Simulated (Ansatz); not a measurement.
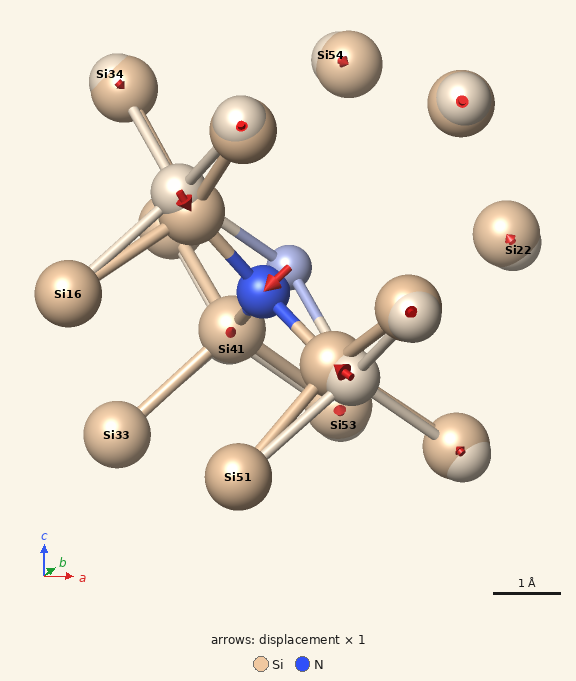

A relaxation of a defect cell of composition Si$_{62}$N (cell charge −1). The starting structure is drawn faded, the final one solid; red arrows show the displacements, at their true length.

Style: ball-and-stick. Shown: the atoms within 4.2 Å of the atom that moves most (axes of the cell of the calculation (origin shifted)), slightly off an axis.

Theory: DFT, PBEsol, PAW, plane waves (Ansatz 0.2.0). Set-up: plane-wave cutoff 420 eV; k-point mesh 1 × 1 × 1; mesh shifted by (0.25, 0.25, 0.25); collinear spin; atoms relaxed in a fixed cell; force threshold 0.03 eV/Å; at most 80 steps.

Question: What did the optimiser do to the structure, and how much energy did it gain?

Answer: The N atom moves most: 0.56 Å along [−1 −1 −1]. Largest moves by element: N 0.56 Å, Si 0.43 Å. The lattice vectors keep their values. Some distances before and after: N–Si 2.373 → 1.836 Å, N–Si 2.324 → 1.836 Å, Si–Si 2.319 → 2.436 Å, Si–Si 2.342 → 2.436 Å. Bond angles that change, for instance: Si–Si–Si 111.4° → 98.9°, Si–Si–Si 109.0° → 98.9°, Si–Si–Si 109.6° → 104.0°. After 7 geometry steps the energy has fallen by 3.563 eV per cell of the calculation. Largest force component: 2.2 eV/Å at the start, 0.0052 eV/Å at the end. The program noted that the starting moments weren't kept. Cost: 2.1 min on 7 threads of Arm Neoverse-V2, peak memory 2.8 GiB.

Limits of the set-up: the cell is charged, on a uniform background, and energies carry no finite-size correction.
